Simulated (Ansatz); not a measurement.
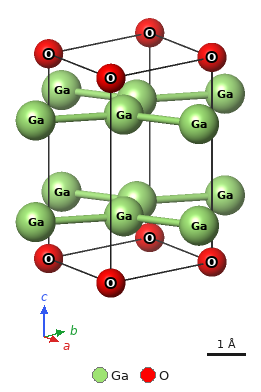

Starting structure of a crystal of Ga$_{4}$O (a generated structure, set up in P6/mmm). The picture is a ball-and-stick view of the cell of the calculation, seen slightly off an axis.

All numbers below come from DFT PBE, scalar-relativistic, plane waves, PAW in Ansatz 0.2.0.

The input:
```yaml
crystal:
  lattice:
    - [4.4229075988, 0.0, 0.0]
    - [-2.2114537994, 3.8303503392, 0.0]
    - [0.0, 0.0, 5.5672922727]
  atoms:
    - { symbol: Ga, position: [0.3333333333, 0.6666666667, 0.7481680373] }
    - { symbol: Ga, position: [0.3333333333, 0.6666666667, 0.2518319627] }
    - { symbol: Ga, position: [0.6666666667, 0.3333333333, 0.2518319627] }
    - { symbol: Ga, position: [0.6666666667, 0.3333333333, 0.7481680373] }
    - { symbol: O, position: [0.0, 0.0, 0.0] }
basis:
  ecutwfc: 420
kpoints:
  mp_grid: { grid: [12, 12, 8] }
hamiltonian:
  xc: pbe
scf:
  occupations: { method: gaussian, width: 0.1 }
output:
  forces: true
  stress: true
  eigenvalues: true
relax:
  adjacent_minimum: "off"
  f_tol: 0.01
  max_steps: 80
  cell: { stress_tol: 0.05 }
```

Launched with:
```bash
ansatz run input.yaml --threads 1 --pin off --max-ram 2560MiB --backend cpu --events-out ev --progress --plain --runs-dir out
```

### What does the optimiser find from here?

The largest moves relative to the cell, 0.008 Å, are those of Ga1, Ga2, Ga3 and Ga4. Ga2 goes along +c. O stays in place. The drawn cell changes as follows: a = b 4.423 → 4.433 Å (+0.2 %), c 5.567 → 5.499 Å (−1.2 %); the volume changes by −0.8 %. Among the contacts that change: Ga1–Ga4 2.554 → 2.559 Å. The space group stays P6/mmm (No. 191). After 3 accepted moves (4 points after the start) the energy has fallen by 0.8 meV per atom. Largest force component: 0.055 eV/Å at the start, 0.0012 eV/Å at the end. The pressure goes from −0.17 to −0.03 GPa. The SCF was repeated once at an unchanged geometry on a basis and grid sized afresh for the cell, which shifted the energy by 0.1 meV per atom at most.

Final geometry:

```
CELL_PARAMETERS angstrom
4.43313 0.00000 0.00000
-2.21656 3.83920 0.00000
0.00000 0.00000 5.49912
ATOMIC_POSITIONS crystal
Ga 0.33333 0.66667 0.74677
Ga 0.33333 0.66667 0.25323
Ga 0.66667 0.33333 0.25323
Ga 0.66667 0.33333 0.74677
O 0.00000 0.00000 0.00000
```

The end point in the same view:

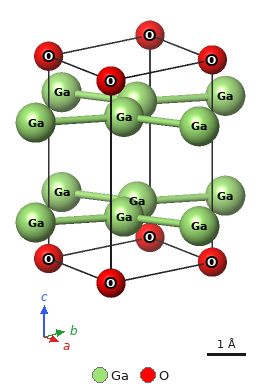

Limits of the set-up: layers or molecules are held without a dispersion correction, so their spacing is unreliable.
